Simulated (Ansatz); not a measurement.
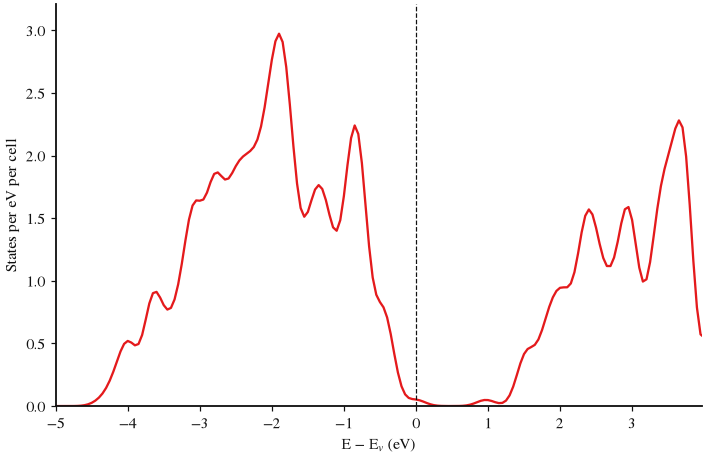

Density of states. Energies are counted from the top of the valence band. The curve is built from the levels of the k mesh with Gaussians 0.3 eV wide, which also blur the band edges.

The material is PbS, space group Fm-3m (No. 225), 2 atoms in the cell, rocksalt type, hydrostatic strain +3.0%.

Method: DFT, r2SCAN, plane waves, PAW, no spin polarisation, 8×8×8 k mesh (Ansatz 0.2.0).

Question: Is there a gap at the Fermi level, and how wide?

Answer: There is a gap; over the k points computed it is 0.97 eV (direct among those points).

Question: Where is the tallest peak of the filled states in the window?

Answer: Within the window shown, the tallest peak of the filled states lies 1.9 eV under the valence-band top, at about 3 states per eV and cell.

Question: How wide is the upper valence band?

Answer: The upper group of valence states starts about 4.4 eV under the valence-band top, with a gap beneath it; it holds about 6 electrons a cell.

Spin-orbit coupling is left out, which matters for Pb.
